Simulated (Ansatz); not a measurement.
## Al9Cu4: nudged elastic band (part 2 of 3)

Continued. System: Al9Cu4 (defect cell, 13 atoms in the cell). Method: DFT PBE, scalar-relativistic, plane waves, PAW, no spin polarisation (Ansatz 0.2.0); cutoff 420 eV, 4×4×4 k-mesh, Gaussian smearing of 0.1 eV. The structure derives from a Materials Project entry. It belongs to a series of runs on one base structure; here: climbing-image band for the jump of Al by 4.09 A.

Geometry of the input (Å; fractional positions):
```
0.0000  0.0000  -5.7825
4.0893  -4.0893  0.0000
-4.0893  -4.0893  0.0000
Al 0.2604  0.7397  0.2603
Al 0.7396  0.2604  0.2604
Al 0.2603  0.2603  0.7397
Al 0.7397  0.7396  0.7396
Al 0.2604  0.2603  0.2603
Al 0.7397  0.7396  0.2604
Al 0.2603  0.7397  0.7397
Al 0.7397  0.2604  0.7396
Cu 0.5002  0.0000  0.0000
Cu -0.0000  0.4999  -0.0000
Cu 0.4999  0.5000  0.5000
Cu 0.0000  -0.0000  0.4999
Al -0.0001  0.0000  0.0000
```

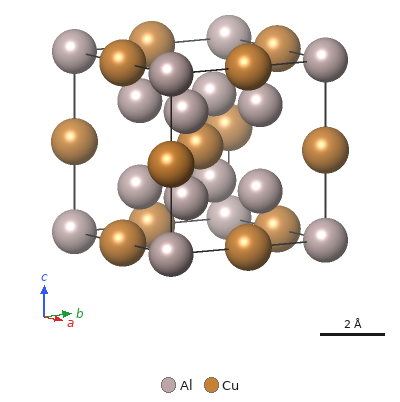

Fig. 1: The input geometry (spheres-only view of the cell of the calculation, seen at an oblique angle). An atom can appear more than once, as a periodic image.

### The program's output, continued
```
NEB image 4
SCF 56 converged in 8 iterations: F = -31334.546281 eV  dr2 = 2.71e-8
NEB image 5
SCF 57 converged in 8 iterations: F = -31338.133074 eV  dr2 = 5.16e-8
NEB iter  11: max|band force component| = 2.001e0 eV/Å  barrier→ = 7.5314 eV  barrier← = 7.5314 eV  CI = image 3  Δτ_max = 0.1955 Å  (41 SCF iters)
NEB image 1
SCF 58 converged in 9 iterations: F = -31338.052274 eV  dr2 = 1.35e-8
NEB image 2
SCF 59 converged in 10 iterations: F = -31335.200789 eV  dr2 = 7.78e-8
NEB image 3
SCF 60 converged in 10 iterations: F = -31333.122185 eV  dr2 = 4.39e-8
NEB image 4
SCF 61 converged in 10 iterations: F = -31335.201649 eV  dr2 = 7.77e-8
NEB image 5
SCF 62 converged in 9 iterations: F = -31338.053687 eV  dr2 = 1.35e-8
NEB iter  12: max|band force component| = 2.800e0 eV/Å  barrier→ = 6.1195 eV  barrier← = 6.1195 eV  CI = image 3  Δτ_max = 0.1893 Å  (48 SCF iters)
NEB image 1
SCF 63 converged in 9 iterations: F = -31338.004397 eV  dr2 = 2.53e-8
NEB image 2
SCF 64 converged in 10 iterations: F = -31335.837128 eV  dr2 = 4.28e-8
NEB image 3
SCF 65 converged in 9 iterations: F = -31334.618313 eV  dr2 = 9.68e-8
NEB image 4
SCF 66 converged in 10 iterations: F = -31335.837263 eV  dr2 = 4.32e-8
NEB image 5
SCF 67 converged in 9 iterations: F = -31338.005507 eV  dr2 = 2.47e-8
NEB iter  13: max|band force component| = 2.211e0 eV/Å  barrier→ = 4.6234 eV  barrier← = 4.6234 eV  CI = image 3  Δτ_max = 0.1912 Å  (47 SCF iters)
NEB image 1
SCF 68 converged in 9 iterations: F = -31338.016177 eV  dr2 = 1.26e-8
NEB image 2
SCF 69 converged in 10 iterations: F = -31335.981526 eV  dr2 = 3.11e-8
NEB image 3
SCF 70 converged in 10 iterations: F = -31335.462773 eV  dr2 = 7.06e-8
NEB image 4
SCF 71 converged in 10 iterations: F = -31335.981448 eV  dr2 = 3.08e-8
NEB image 5
SCF 72 converged in 9 iterations: F = -31338.017188 eV  dr2 = 1.25e-8
NEB iter  14: max|band force component| = 1.065e0 eV/Å  barrier→ = 3.7789 eV  barrier← = 3.7789 eV  CI = image 3  Δτ_max = 0.1436 Å  (48 SCF iters)
NEB image 1
SCF 73 converged in 8 iterations: F = -31337.996753 eV  dr2 = 5.52e-8
NEB image 2
SCF 74 converged in 10 iterations: F = -31336.024522 eV  dr2 = 1.12e-8
NEB image 3
SCF 75 converged in 10 iterations: F = -31335.693601 eV  dr2 = 5.22e-8
NEB image 4
SCF 76 converged in 10 iterations: F = -31336.026142 eV  dr2 = 1.11e-8
NEB image 5
SCF 77 converged in 8 iterations: F = -31337.999064 eV  dr2 = 5.53e-8
NEB iter  15: max|band force component| = 3.496e-1 eV/Å  barrier→ = 3.5481 eV  barrier← = 3.5481 eV  CI = image 3  Δτ_max = 0.1967 Å  (46 SCF iters)
NEB image 1
SCF 78 converged in 8 iterations: F = -31337.848410 eV  dr2 = 2.23e-8
NEB image 2
SCF 79 converged in 8 iterations: F = -31335.897301 eV  dr2 = 7.01e-8
NEB image 3
SCF 80 converged in 10 iterations: F = -31335.738112 eV  dr2 = 2.36e-8
NEB image 4
SCF 81 converged in 8 iterations: F = -31336.223074 eV  dr2 = 4.80e-8
NEB image 5
SCF 82 converged in 8 iterations: F = -31338.130693 eV  dr2 = 1.84e-8
NEB iter  16: max|band force component| = 3.420e-1 eV/Å  barrier→ = 3.5036 eV  barrier← = 3.5036 eV  CI = image 3  Δτ_max = 0.1970 Å  (42 SCF iters)
NEB image 1
SCF 83 converged in 8 iterations: F = -31337.999941 eV  dr2 = 1.64e-8
NEB image 2
SCF 84 converged in 8 iterations: F = -31336.052670 eV  dr2 = 3.80e-8
NEB image 3
SCF 85 converged in 9 iterations: F = -31335.758511 eV  dr2 = 2.49e-8
NEB image 4
SCF 86 converged in 8 iterations: F = -31336.041302 eV  dr2 = 3.99e-8
NEB image 5
SCF 87 converged in 8 iterations: F = -31338.000097 eV  dr2 = 2.31e-8
NEB iter  17: max|band force component| = 2.332e-1 eV/Å  barrier→ = 3.4832 eV  barrier← = 3.4832 eV  CI = image 3  Δτ_max = 0.1975 Å  (41 SCF iters)
NEB image 1
SCF 88 converged in 9 iterations: F = -31337.926579 eV  dr2 = 8.45e-8
NEB image 2
SCF 89 converged in 10 iterations: F = -31336.001678 eV  dr2 = 2.01e-8
NEB image 3
SCF 90 converged in 10 iterations: F = -31335.769894 eV  dr2 = 2.65e-8
NEB image 4
SCF 91 converged in 8 iterations: F = -31336.310389 eV  dr2 = 5.54e-8
NEB image 5
SCF 92 converged in 8 iterations: F = -31338.198963 eV  dr2 = 3.52e-8
NEB iter  18: max|band force component| = 1.902e-1 eV/Å  barrier→ = 3.4718 eV  barrier← = 3.4718 eV  CI = image 3  Δτ_max = 0.1927 Å  (45 SCF iters)
NEB image 1
SCF 93 converged in 10 iterations: F = -31338.145117 eV  dr2 = 4.70e-8
NEB image 2
SCF 94 converged in 10 iterations: F = -31336.226489 eV  dr2 = 9.93e-8
NEB image 3
SCF 95 converged in 8 iterations: F = -31335.787294 eV  dr2 = 1.79e-8
NEB image 4
SCF 96 converged in 8 iterations: F = -31336.379485 eV  dr2 = 3.81e-8
NEB image 5
SCF 97 converged in 8 iterations: F = -31338.330480 eV  dr2 = 7.88e-8
NEB iter  19: max|band force component| = 5.550e-1 eV/Å  barrier→ = 3.4544 eV  barrier← = 3.4544 eV  CI = image 3  Δτ_max = 0.1006 Å  (44 SCF iters)
NEB image 1
SCF 98 converged in 9 iterations: F = -31338.318842 eV  dr2 = 3.68e-8
NEB image 2
SCF 99 converged in 10 iterations: F = -31336.348912 eV  dr2 = 3.76e-8
NEB image 3
SCF 100 converged in 8 iterations: F = -31335.827148 eV  dr2 = 8.47e-8
NEB image 4
SCF 101 converged in 8 iterations: F = -31336.514956 eV  dr2 = 9.75e-8
NEB image 5
SCF 102 converged in 8 iterations: F = -31338.432215 eV  dr2 = 5.16e-8
NEB iter  20: max|band force component| = 5.770e-1 eV/Å  barrier→ = 3.4145 eV  barrier← = 3.4145 eV  CI = image 3  Δτ_max = 0.0998 Å  (43 SCF iters)
NEB image 1
SCF 103 converged in 9 iterations: F = -31338.455511 eV  dr2 = 3.29e-8
NEB image 2
SCF 104 converged in 9 iterations: F = -31336.556350 eV  dr2 = 9.29e-8
NEB image 3
SCF 105 converged in 8 iterations: F = -31335.852601 eV  dr2 = 4.92e-8
NEB image 4
SCF 106 converged in 8 iterations: F = -31336.612969 eV  dr2 = 9.73e-8
NEB image 5
SCF 107 converged in 8 iterations: F = -31338.488793 eV  dr2 = 3.22e-8
NEB iter  21: max|band force component| = 6.881e-1 eV/Å  barrier→ = 3.3891 eV  barrier← = 3.3891 eV  CI = image 3  Δτ_max = 0.1984 Å  (42 SCF iters)
NEB image 1
SCF 108 converged in 8 iterations: F = -31338.509015 eV  dr2 = 2.51e-8
NEB image 2
SCF 109 converged in 10 iterations: F = -31336.991679 eV  dr2 = 9.17e-8
NEB image 3
SCF 110 converged in 10 iterations: F = -31335.928564 eV  dr2 = 7.42e-8
NEB image 4
SCF 111 converged in 10 iterations: F = -31336.839435 eV  dr2 = 7.76e-9
NEB image 5
SCF 112 converged in 8 iterations: F = -31338.494185 eV  dr2 = 1.97e-8
NEB iter  22: max|band force component| = 7.634e-1 eV/Å  barrier→ = 3.3131 eV  barrier← = 3.3131 eV  CI = image 3  Δτ_max = 0.1935 Å  (46 SCF iters)
NEB image 1
SCF 113 converged in 9 iterations: F = -31338.529661 eV  dr2 = 2.67e-8
NEB image 2
SCF 114 converged in 9 iterations: F = -31337.520706 eV  dr2 = 8.24e-8
NEB image 3
SCF 115 converged in 10 iterations: F = -31336.176678 eV  dr2 = 3.67e-8
NEB image 4
SCF 116 converged in 9 iterations: F = -31337.368358 eV  dr2 = 6.75e-8
NEB image 5
SCF 117 converged in 7 iterations: F = -31338.503684 eV  dr2 = 8.25e-8
NEB iter  23: max|band force component| = 1.020e0 eV/Å  barrier→ = 3.0650 eV  barrier← = 3.0650 eV  CI = image 3  Δτ_max = 0.1977 Å  (44 SCF iters)
NEB image 1
SCF 118 converged in 10 iterations: F = -31338.527353 eV  dr2 = 5.60e-8
NEB image 2
SCF 119 converged in 10 iterations: F = -31337.964239 eV  dr2 = 9.11e-8
NEB image 3
SCF 120 converged in 10 iterations: F = -31336.359881 eV  dr2 = 1.60e-8
NEB image 4
SCF 121 converged in 9 iterations: F = -31337.978703 eV  dr2 = 7.46e-8
NEB image 5
SCF 122 converged in 8 iterations: F = -31338.509796 eV  dr2 = 4.80e-8
NEB iter  24: max|band force component| = 1.193e0 eV/Å  barrier→ = 2.8818 eV  barrier← = 2.8818 eV  CI = image 3  Δτ_max = 0.1971 Å  (47 SCF iters)
NEB image 1
SCF 123 converged in 7 iterations: F = -31338.530502 eV  dr2 = 9.46e-8
NEB image 2
SCF 124 converged in 9 iterations: F = -31338.468859 eV  dr2 = 8.64e-8
NEB image 3
SCF 125 converged in 10 iterations: F = -31336.997879 eV  dr2 = 3.96e-8
NEB image 4
SCF 126 converged in 11 iterations: F = -31338.408005 eV  dr2 = 2.98e-8
NEB image 5
SCF 127 converged in 9 iterations: F = -31338.527271 eV  dr2 = 7.97e-8
NEB iter  25: max|band force component| = 1.209e0 eV/Å  barrier→ = 2.2438 eV  barrier← = 2.2438 eV  CI = image 3  Δτ_max = 0.1981 Å  (46 SCF iters)
NEB image 1
SCF 128 converged in 7 iterations: F = -31338.534651 eV  dr2 = 8.17e-8
NEB image 2
SCF 129 converged in 10 iterations: F = -31338.360391 eV  dr2 = 7.03e-8
NEB image 3
SCF 130 converged in 10 iterations: F = -31337.876053 eV  dr2 = 6.69e-8
NEB image 4
SCF 131 converged in 10 iterations: F = -31338.456260 eV  dr2 = 5.31e-8
NEB image 5
SCF 132 converged in 7 iterations: F = -31338.532067 eV  dr2 = 8.65e-8
NEB iter  26: max|band force component| = 1.200e0 eV/Å  barrier→ = 1.3656 eV  barrier← = 1.3656 eV  CI = image 3  Δτ_max = 0.1943 Å  (44 SCF iters)
NEB image 1
SCF 133 converged in 8 iterations: F = -31338.565470 eV  dr2 = 2.76e-8
NEB image 2
SCF 134 converged in 10 iterations: F = -31338.492029 eV  dr2 = 9.04e-8
NEB image 3
SCF 135 converged in 11 iterations: F = -31338.733842 eV  dr2 = 1.64e-8
NEB image 4
SCF 136 converged in 10 iterations: F = -31338.525733 eV  dr2 = 6.59e-8
NEB image 5
SCF 137 converged in 8 iterations: F = -31338.561728 eV  dr2 = 2.37e-8
NEB iter  27: max|band force component| = 7.222e-1 eV/Å  barrier→ = 0.7497 eV  barrier← = 0.7497 eV  CI = image 2  Δτ_max = 0.1935 Å  (47 SCF iters)
NEB image 1
SCF 138 converged in 7 iterations: F = -31338.593245 eV  dr2 = 7.66e-8
NEB image 2
SCF 139 converged in 8 iterations: F = -31338.499013 eV  dr2 = 4.90e-8
NEB image 3
SCF 140 converged in 11 iterations: F = -31339.012662 eV  dr2 = 2.56e-8
NEB image 4
SCF 141 converged in 8 iterations: F = -31338.570605 eV  dr2 = 6.94e-8
NEB image 5
SCF 142 converged in 7 iterations: F = -31338.561849 eV  dr2 = 1.98e-8
NEB iter  28: max|band force component| = 9.376e-1 eV/Å  barrier→ = 0.7427 eV  barrier← = 0.7427 eV  CI = image 2  Δτ_max = 0.0985 Å  (41 SCF iters)
NEB image 1
SCF 143 converged in 7 iterations: F = -31338.605574 eV  dr2 = 2.17e-8
NEB image 2
SCF 144 converged in 8 iterations: F = -31338.505659 eV  dr2 = 1.40e-8
NEB image 3
SCF 145 converged in 9 iterations: F = -31339.121629 eV  dr2 = 1.94e-8
NEB image 4
SCF 146 converged in 7 iterations: F = -31338.581041 eV  dr2 = 5.85e-8
NEB image 5
SCF 147 converged in 6 iterations: F = -31338.561085 eV  dr2 = 4.75e-8
NEB iter  29: max|band force component| = 2.256e-1 eV/Å  barrier→ = 0.7360 eV  barrier← = 0.7360 eV  CI = image 2  Δτ_max = 0.1934 Å  (37 SCF iters)
NEB image 1
SCF 148 converged in 7 iterations: F = -31338.636283 eV  dr2 = 7.21e-8
NEB image 2
SCF 149 converged in 8 iterations: F = -31338.479252 eV  dr2 = 6.56e-8
NEB image 3
SCF 150 converged in 8 iterations: F = -31339.016538 eV  dr2 = 4.91e-8
NEB image 4
SCF 151 converged in 7 iterations: F = -31338.612825 eV  dr2 = 7.93e-8
NEB image 5
SCF 152 converged in 7 iterations: F = -31338.552743 eV  dr2 = 2.54e-8
NEB iter  30: max|band force component| = 1.523e-1 eV/Å  barrier→ = 0.7624 eV  barrier← = 0.7624 eV  CI = image 2  Δτ_max = 0.1412 Å  (37 SCF iters)
NEB image 1
SCF 153 converged in 8 iterations: F = -31338.689122 eV  dr2 = 1.19e-8
NEB image 2
SCF 154 converged in 8 iterations: F = -31338.445038 eV  dr2 = 4.63e-8
NEB image 3
SCF 155 converged in 9 iterations: F = -31338.908057 eV  dr2 = 3.53e-8
NEB image 4
SCF 156 converged in 7 iterations: F = -31338.637938 eV  dr2 = 6.82e-8
NEB image 5
SCF 157 converged in 7 iterations: F = -31338.548370 eV  dr2 = 1.06e-8
NEB iter  31: max|band force component| = 3.150e-1 eV/Å  barrier→ = 0.7966 eV  barrier← = 0.7966 eV  CI = image 2  Δτ_max = 0.0732 Å  (39 SCF iters)
NEB image 1
SCF 158 converged in 7 iterations: F = -31338.713589 eV  dr2 = 2.16e-8
NEB image 2
SCF 159 converged in 8 iterations: F = -31338.480332 eV  dr2 = 2.45e-8
NEB image 3
SCF 160 converged in 7 iterations: F = -31338.891488 eV  dr2 = 8.37e-8
NEB image 4
SCF 161 converged in 6 iterations: F = -31338.636335 eV  dr2 = 3.38e-8
NEB image 5
SCF 162 converged in 6 iterations: F = -31338.549217 eV  dr2 = 6.04e-9
NEB iter  32: max|band force component| = 1.010e-1 eV/Å  barrier→ = 0.7613 eV  barrier← = 0.7613 eV  CI = image 2  Δτ_max = 0.0667 Å  (34 SCF iters)
NEB image 1
SCF 163 converged in 7 iterations: F = -31338.691624 eV  dr2 = 1.57e-8
NEB image 2
SCF 164 converged in 7 iterations: F = -31338.481706 eV  dr2 = 4.61e-8
NEB image 3
SCF 165 converged in 7 iterations: F = -31338.945450 eV  dr2 = 9.67e-8
NEB image 4
SCF 166 converged in 7 iterations: F = -31338.621053 eV  dr2 = 1.12e-8
NEB image 5
SCF 167 converged in 6 iterations: F = -31338.552686 eV  dr2 = 4.39e-8
NEB iter  33: max|band force component| = 6.308e-2 eV/Å  barrier→ = 0.7600 eV  barrier← = 0.7600 eV  CI = image 2  Δτ_max = 0.0230 Å  (34 SCF iters)
NEB image 1
preconditioner: auto → Kerker (q_TF=auto, 2.456 Å⁻¹)  [metal: Δε(μ)=0.049 eV  Ē_g=7.339 eV  σ=0.100 eV  W_gap=0.26  n_scr=56 (ndim 8)  ℏωp=22.5 eV  f_vac=0.000  D(μ)=3.86/eV (n_scr^D=26)]
SCF 168 converged in 6 iterations: F = -31338.684333 eV  dr2 = 4.82e-8
NEB image 2
preconditioner: auto → Kerker (q_TF=auto, 2.456 Å⁻¹)  [metal: Δε(μ)=0.081 eV  Ē_g=7.299 eV  σ=0.100 eV  W_gap=0.43  n_scr=56 (ndim 8)  ℏωp=22.5 eV  f_vac=0.000  D(μ)=3.63/eV (n_scr^D=18)]
SCF 169 converged in 7 iterations: F = -31338.482365 eV  dr2 = 7.20e-9
NEB image 3
preconditioner: auto → Kerker (q_TF=auto, 2.456 Å⁻¹)  [metal: Δε(μ)=0.029 eV  Ē_g=7.344 eV  σ=0.100 eV  W_gap=0.16  n_scr=56 (ndim 8)  ℏωp=22.5 eV  f_vac=0.000  D(μ)=5.88/eV (n_scr^D=32)]
SCF 170 converged in 7 iterations: F = -31338.958859 eV  dr2 = 8.28e-9
NEB image 4
preconditioner: auto → Kerker (q_TF=auto, 2.456 Å⁻¹)  [metal: Δε(μ)=0.060 eV  Ē_g=7.335 eV  σ=0.100 eV  W_gap=0.32  n_scr=56 (ndim 8)  ℏωp=22.5 eV  f_vac=0.000  D(μ)=3.49/eV (n_scr^D=18)]
SCF 171 converged in 6 iterations: F = -31338.619133 eV  dr2 = 5.64e-9
NEB image 5
iter 1 solved again at ethr=6.49e-9 eV; its pass at ethr=3.10e-3 eV (dr2=6.69e-6 eV) is discarded
SCF iter   1: F=—  HF=-31338.553080 eV  |F-HF|=—  |Δ(HF+E_count)|=         —  Δρ=6.64e-5  dr2=6.85e-6  ethr=6.49e-9  ⟨swp⟩=2.0  Hψ=8397  notcnv=0
preconditioner: auto → Kerker (q_TF=auto, 2.456 Å⁻¹)  [metal: Δε(μ)=0.027 eV  Ē_g=7.322 eV  σ=0.100 eV  W_gap=0.15  n_scr=56 (ndim 8)  ℏωp=22.5 eV  f_vac=0.000  D(μ)=3.90/eV (n_scr^D=26)]
SCF iter   2: F=—  HF=-31338.553135 eV  |F-HF|=—  |Δ(HF+E_count)|=   5.48e-5  Δρ=3.75e-5  dr2=2.53e-6  ethr=6.49e-9  ⟨swp⟩=2.0  Hψ=3217  notcnv=0
SCF iter   3: F=—  HF=-31338.553134 eV  |F-HF|=—  |Δ(HF+E_count)|=   7.61e-7  Δρ=1.26e-5  dr2=2.41e-7  ethr=2.46e-9  ⟨swp⟩=2.0  Hψ=3504  notcnv=0
iter 4 did not close the SCF: its close was put off for the readings that it lacked (scf_convergence_deferred on its scf_iter line)
SCF iter   4: F=-31338.553134 eV  HF=-31338.553134 eV  |F-HF|=3.72e-8  |Δ(HF+E_count)|=   4.06e-8  Δρ=4.62e-6  dr2=4.62e-8  ethr=2.34e-10  ⟨swp⟩=2.0  Hψ=2856  notcnv=0
iter 5 did not close the SCF: its close was put off for the readings that it lacked (scf_convergence_deferred on its scf_iter line)
SCF iter   5: F=-31338.553134 eV  HF=-31338.553134 eV  |F-HF|=3.06e-9  |Δ(HF+E_count)|=   8.87e-9  Δρ=1.13e-6  dr2=4.86e-9  ethr=4.49e-11  ⟨swp⟩=2.7  Hψ=3183  notcnv=0
SCF iter   6: F=-31338.553134 eV  HF=-31338.553134 eV  |F-HF|=7.75e-10  |Δ(HF+E_count)|=  8.62e-10  Δρ=6.69e-7  dr2=7.07e-10  ethr=4.72e-12  ⟨swp⟩=1.9  Hψ=5309  notcnv=0
SCF 172 converged in 6 iterations: F = -31338.553134 eV  dr2 = 7.07e-10
NEB image 1
NSCF: frozen V_eff on 32 k-points
NEB image 3
NSCF: frozen V_eff on 32 k-points
NEB image 4
NSCF: frozen V_eff on 32 k-points
NEB image 5
NSCF: frozen V_eff on 32 k-points
NEB image 2
NSCF: frozen V_eff on 32 k-points
the band table was solved once a step of the walk had ended and its energy, with any forces and stress, was formed, with the checks that follow a solve (7780 applications of the Hamiltonian). They found nothing against the state; the energy, forces and stress were not computed again (output.eigenvalues in the input reference)
NEB iter  34: max|band force component| = 2.018e-2 eV/Å  barrier→ = 0.7593 eV  barrier← = 0.7593 eV  CI = image 2  Δτ_max = 0.0000 Å  (32 SCF iters)
```

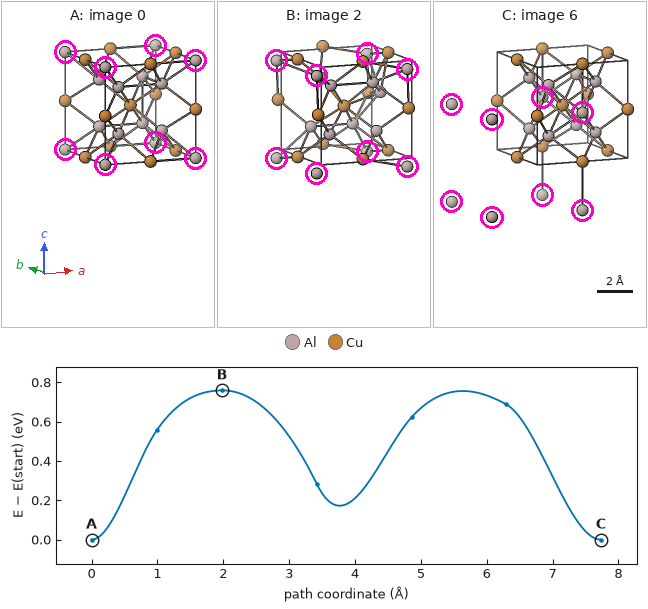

Fig. 2: Images of the last band (counted from 0; ball-and-stick, simulation cell, seen slightly off an axis), with the moving atom and its periodic copies ringed, above the energy along the path; the line is a cubic interpolation that uses the forces. The highest image is number 2, 0.759 eV above the start and 0.759 eV above the end (the climbing image); start and end have the same energy. The path is 7.73 Å long, and Al13 moves most (4.09 Å). The band converged in 34 iterations.

```
SCF converged after 7 iterations
Free energy (F): -31338.482365 eV
Harris-Foulkes:  -31338.482365 eV  (|F-HF|=3.82e-9)
Internal energy: -31338.464275 eV  (E = F + TS)
E sigma→0 (E₀):  -31338.473320 eV
Entropy (-TS):   -0.018090 eV (-1.392 meV/atom)
Fermi energy:    10.391732 eV
--- Per-component energies (eV) ---
  E_band       = -1881.547957
  E_kinetic    = 1417.589819
  E_local      = -23484.196295  (includes V_loc(G=0)·N_el)
  E_nonlocal   = 1622.577728
  E_hartree    = 10545.955361
  E_xc         = -725.446611
  E_vxc        = -735.711879  (∫ρ·V_xc dr)
  E_paw        = -10832.784536  (= ΣΔE_a)
  E_vpaw       = -1793.720078  (= ΣTr[D̂ρ^β])
  E_aug_tail   = 0.001075  (compensation charges beyond the density's cutoff)
  E_ewald      = -9882.160815
  E_smearing   = -0.018090  (= −TS)
  E_closure    = 0.000000  (closes the sum)
  Σ components = -31338.482365   (vs F -31338.482365, Δ=0.00e0)
```
